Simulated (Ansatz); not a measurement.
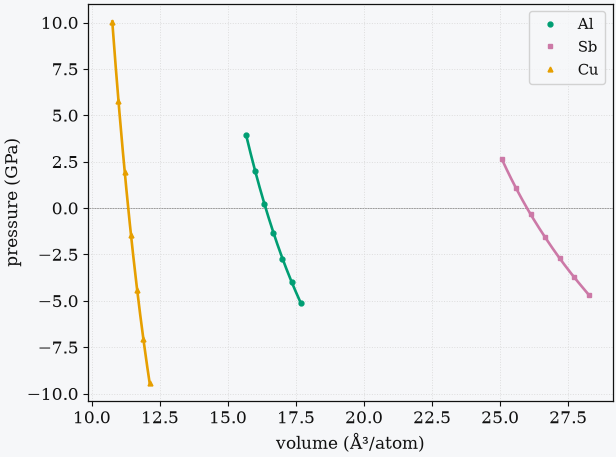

Pressure against volume, with one curve for each element, for Al, Cu and Sb (all in space group P6_3/mmc (No. 194)).

Settings that differ: Al: k mesh 11×11×6; Sb: k mesh 9×9×5; Cu: k mesh 12×12×7.

The fitted equilibrium volumes, smallest first, are Cu 11.336, Al 16.382, Sb 25.990 Å³/atom. The fitted bulk moduli, smallest first, are Sb 66.2, Al 79.7, Cu 165.8 GPa. For Al, the pressure falls from 3.92 GPa at volume 15.67 Å³/atom to −5.10 GPa at 17.67 Å³/atom, and changes sign near 16.39 Å³/atom. For Sb, the pressure falls from 2.66 GPa at volume 25.05 Å³/atom to −4.67 GPa at 28.25 Å³/atom, and changes sign near 25.99 Å³/atom. For Cu, the pressure falls from 10.05 GPa at volume 10.75 Å³/atom to −9.42 GPa at 12.12 Å³/atom, and changes sign near 11.34 Å³/atom.

How it was computed, with Ansatz 0.2.0: all-electron LAPW DFT, no spin polarisation; energies at scaled volumes of the given cell, shape and fractions fixed, counted from the fit's minimum, third-order Birch-Murnaghan fit. Level: PBEsol.

- occupations: Fermi–Dirac
- smearing width: 0.05 eV
- potentials: all electron LAPW, scalar relativistic

Note: shape and atomic fractions are frozen while scaling, which makes layered, chain and framework solids too stiff.
